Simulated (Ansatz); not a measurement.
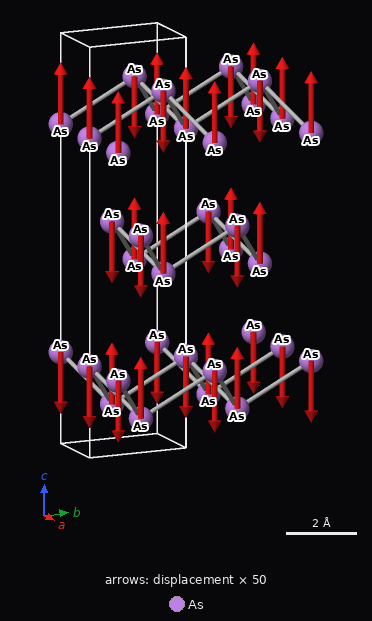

A relaxation of crystalline As (built on the A7 type). The starting structure is drawn; red arrows show the displacements (the part carried along by the change of the cell is left out), magnified 50 times.

Style: ball-and-stick. Shown: the conventional cell (3 times the calculation's cell), repeated 2 × 2 × 1 with one cell outlined, slightly off an axis. Lengths and directions refer to the drawn axes.

Case: volume 24.296 Å^3/atom.

Method: DFT r2SCAN, scalar-relativistic, plane waves, PAW (Ansatz 0.2.0). Settings: plane-wave cutoff 600 eV; k-point mesh 14 × 14 × 14; occupations gaussian; smearing width 0.05 eV; no spin polarisation; cell relaxed at fixed volume; force threshold 0.04 eV/Å; at most 40 steps.

**What did the optimiser do to the structure, and how much energy did it gain?**

The largest moves relative to the cell, 0.036 Å, are those of As atoms. The drawn cell changes at constant volume: a = b 3.766 → 3.660 Å (−2.8 %), c 11.865 → 12.569 Å (+5.9 %). Near-neighbour distances that change, for instance: As–As 2.544 → 2.495 Å. The space group stays R-3m (No. 166). The energy falls by 11.1 meV per atom in 3 accepted moves (4 points after the start). The largest force component goes from 0.35 to 0.033 eV/Å. Pressure: −2.46 GPa at the start and 0.43 GPa at the end. The SCF was repeated once at an unchanged geometry on a basis and grid sized afresh for the cell, which shifted the energy by less than 0.05 meV per atom at most.
